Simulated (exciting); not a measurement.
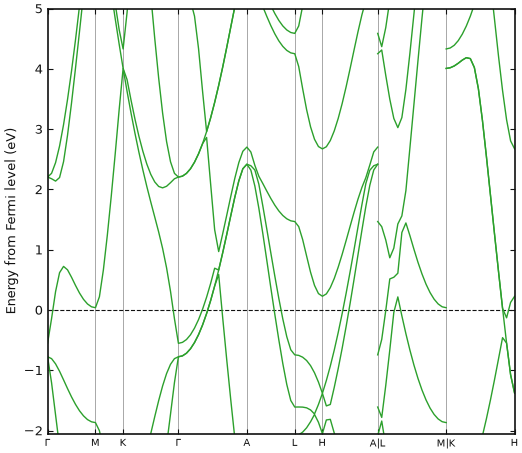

Band structure. Energies are counted from the Fermi level.

What lattice type does the k path imply?

Answer. A hexagonal (primitive) lattice: the path Γ–M–K–Γ–A–L–H–A|L–M|K–H runs through the special points of its Brillouin zone.

Input of the run:

run_exciting.py:
```python
import subprocess
import xml.etree.ElementTree as ET
from ase.io import read
from ase.units import Bohr

atoms = read("Al.cif")
import spglib
from ase import Atoms
cell, positions, numbers = spglib.find_primitive((atoms.cell[:], atoms.get_scaled_positions(), atoms.numbers), symprec=1e-5)
atoms = Atoms(numbers, cell=cell, scaled_positions=positions, pbc=True)
rmt = {'Al': 2.0}  # bohr
tasks = """
<groundstate do="fromscratch" ngridk="7 7 10" rgkmax="6.5" gmaxvr="14" lmaxapw="10" lmaxmat="10" lmaxvr="8" xctype="LDA_XALPHA" stype="Fermi Dirac" swidth="0.00036749" nempty="10" ValenceRelativity="iora*" epsengy="1e-05" epspot="1e-05" maxscl="60" outputlevel="high"/>
<properties>
  <bandstructure>
    <plot1d>
      <path steps="120">
        <point coord="0 0 0" label="G"/>
        <point coord="0.5 0 0" label="M"/>
        <point coord="0.3333333333 0.3333333333 0" label="K"/>
        <point coord="0 0 0" label="G"/>
        <point coord="0 0 0.5" label="A"/>
        <point coord="0.5 0 0.5" label="L"/>
        <point coord="0.3333333333 0.3333333333 0.5" label="H"/>
        <point coord="0 0 0.5" label="A" breakafter="true"/>
        <point coord="0.5 0 0.5" label="L"/>
        <point coord="0.5 0 0" label="M" breakafter="true"/>
        <point coord="0.3333333333 0.3333333333 0" label="K"/>
        <point coord="0.3333333333 0.3333333333 0.5" label="H"/>
      </path>
    </plot1d>
  </bandstructure>
</properties>
"""

root = ET.Element("input")
ET.SubElement(root, "title").text = "Al"
structure = ET.SubElement(root, "structure", speciespath="./", tshift="false")
crystal = ET.SubElement(structure, "crystal", scale="1.0")
for vector in atoms.cell / Bohr:
    ET.SubElement(crystal, "basevect").text = " ".join(f"{x:.12f}" for x in vector)
symbols = atoms.get_chemical_symbols()
for element in dict.fromkeys(symbols):
    species = ET.SubElement(structure, "species", speciesfile=element + ".xml", rmt=str(rmt[element]))
    for symbol, position in zip(symbols, atoms.get_scaled_positions(wrap=False)):
        if symbol == element:
            ET.SubElement(species, "atom", coord=" ".join(f"{x:.12f}" for x in position))
root.extend(ET.fromstring("<tasks>" + tasks + "</tasks>"))
ET.indent(root)
ET.ElementTree(root).write("input.xml")
subprocess.run(["exciting_smp"], check=True)
```

Al.cif:
```cif
data_Al
_cell_length_a 4.54672965
_cell_length_b 4.54672965
_cell_length_c 2.75393000
_cell_angle_alpha 90.00000000
_cell_angle_beta 90.00000000
_cell_angle_gamma 120.00000000
_space_group_name_H-M_alt 'P6/mmm'
_space_group_name_Hall '-P 6 2'
_space_group_IT_number 191
loop_
_space_group_symop_operation_xyz
'x,y,z'
'-x,-y,-z'
'x-y,x,z'
'-x+y,-x,-z'
'-y,x-y,z'
'y,-x+y,-z'
'-x,-y,z'
'x,y,-z'
'-x+y,-x,z'
'x-y,x,-z'
'y,-x+y,z'
'-y,x-y,-z'
'-y,-x,-z'
'y,x,z'
'-x,-x+y,-z'
'x,x-y,z'
'-x+y,y,-z'
'x-y,-y,z'
'y,x,-z'
'-y,-x,z'
'x,x-y,-z'
'-x,-x+y,z'
'x-y,-y,-z'
'-x+y,y,z'
loop_
_atom_site_label
_atom_site_type_symbol
_atom_site_symmetry_multiplicity
_atom_site_Wyckoff_symbol
_atom_site_fract_x
_atom_site_fract_y
_atom_site_fract_z
_atom_site_occupancy
Al1 Al 2 d 0.3333333333 0.6666666667 0.5000000000 1
```

System: Al, space group P6/mmm (No. 191), 2 atoms in the cell.

Level of theory: Xalpha, all-electron LAPW+lo, shipped species files, valence relativity iora*, no spin polarisation, no spin-orbit coupling, 7×7×10 k mesh, Fermi-Dirac smearing of 0.01 eV; code exciting sodium.

Does this material conduct, going by its bands?

Answer. A metal: bands cross the Fermi level along this path.

Which levels at H lie nearest to the Fermi level?

Answer. At H the nearest levels lie 1.38 eV below and 0.23 eV above the Fermi level.

The cell was built by a generator and needn't be a form met in nature. Bands are joined in order of energy, so crossings between the computed points show as kinks or gaps.
